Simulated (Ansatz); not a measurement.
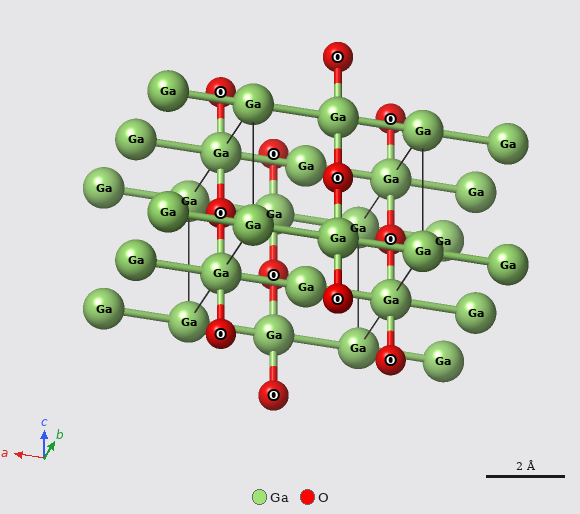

A crystal of Ga2O (a generated structure, set up in Cmmm) (coarse preliminary run), before the relaxation. Style: ball-and-stick. Shown: the conventional cell (2 times the calculation's cell), from a free direction. Lengths and directions refer to the drawn axes.

The calculation used DFT PBE, scalar-relativistic, plane waves, PAW in Ansatz.

Input file:
```yaml
crystal:
  lattice:
    - [2.30147818, -2.71675587, 0.0]
    - [2.30147818, 2.71675587, 0.0]
    - [0.0, 0.0, 3.55933429]
  atoms:
    - { symbol: Ga, position: [0.0, 0.0, 0.0] }
    - { symbol: Ga, position: [0.5, 0.5, 0.0] }
    - { symbol: O, position: [0.5, 0.5, 0.5] }
basis:
  ecutwfc: 420
kpoints:
  mp_grid: { grid: [6, 6, 6] }
hamiltonian:
  xc: pbe
scf:
  occupations: { method: gaussian, width: 0.1 }
  lower_state_search: "off"
output:
  forces: true
  stress: true
  eigenvalues: true
relax:
  adjacent_minimum: "off"
  f_tol: 0.04
  max_steps: 70
  cell: { stress_tol: 0.4 }
```

Run as
```bash
ansatz run input.yaml --threads 1 --pin off --max-ram 2560MiB --backend cpu --events-out ev --progress --plain --runs-dir out
```

Q: What does the optimiser find from here?

A: No atom moves by more than 0.005 Å relative to the cell. The drawn cell changes as follows: a 4.603 → 5.472 Å (+18.9 %), b 5.434 → 5.478 Å (+0.8 %), c 3.559 → 3.783 Å (+6.3 %); the volume changes by +27.4 %. Near-neighbour distances that change, for instance: Ga1–Ga2 2.301 → 2.736 Å, Ga2–O3 1.780 → 1.891 Å. The space group (tolerance 0.01 Å) goes from Cmmm (No. 65) to P4/mmm (No. 123). Over 6 accepted moves (8 points after the start) the energy falls by 300 meV per atom. All forces vanish by symmetry, so only the cell relaxes. The pressure goes from 24.73 to −0.11 GPa. The SCF was repeated twice at an unchanged geometry on a basis and grid sized afresh for the cell, which shifted the energy by 22.9 meV per atom at most.

Final geometry:

```xyz
3
Lattice="2.7362 -2.7389 0.0000 2.7362 2.7389 0.0000 0.0000 0.0000 3.7828" Properties=species:S:1:pos:R:3 pbc="T T T"
Ga    0.0000    0.0000    0.0000
Ga    2.7362    0.0000    0.0000
O     2.7362    0.0000    1.8914
```

The end point in the same view:

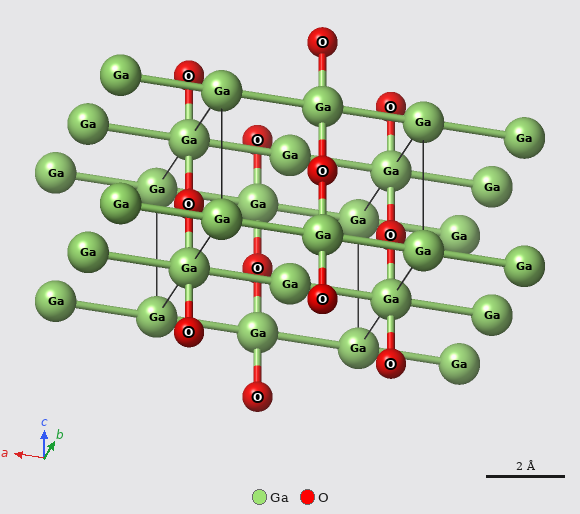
